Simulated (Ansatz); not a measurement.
System: SrO, space group P6_3mc (No. 186).

Structure:
```
CELL_PARAMETERS angstrom
4.27547 0.00000 0.00000
-2.13773 3.70266 0.00000
0.00000 0.00000 5.15559
ATOMIC_POSITIONS crystal
Sr 0.33333 0.66667 0.93813
Sr 0.66667 0.33333 0.43813
O 0.33333 0.66667 0.43687
O 0.66667 0.33333 0.93687
```

Calculation (Ansatz 0.2.0): deformation of a crystal at fixed volume, lengths along the axis scaled against those across it, fractional coordinates fixed, by plane-wave density functional theory with PAW datasets, free energies less that of the undisturbed cell; scalar-relativistic. Level: LDA, no spin polarisation.

| setting | value |
| --- | --- |
| wave cutoff | 420 eV |
| k mesh | 9×9×6 |
| occupations | Gaussian |
| smearing width | 0.05 eV |
| k shift | (0, 0, 0) (mesh steps) |
| start | as given |
| path | axial |
| axis direction | (0, 0, 1) (Cartesian unit vector) |

What does the calculation give for the energy change against relative axial ratio? The relative axial ratio takes the values 0.80, 0.85, 0.92, 0.96, 1.00, 1.05, 1.10, 1.20, 1.30.

The energy change is 284 meV/atom at relative axial ratio 0.80 and 227 meV/atom at 1.30; the lowest computed point is at relative axial ratio 1.00 (0 meV/atom), and no other minimum shows.

```tsv
axial ratio relative to the start	energy change (meV/atom)
0.80	284
0.85	129
0.92	27
0.96	5
1.00	0
1.05	11
1.10	35
1.20	115
1.30	227
```

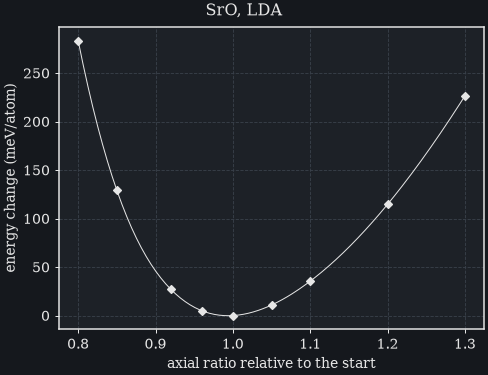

Keep in mind: odd k mesh can miss points on the zone edge; reference crystal is not relaxed; shape and atomic fractions are frozen while scaling, which makes layered, chain and framework solids too stiff.
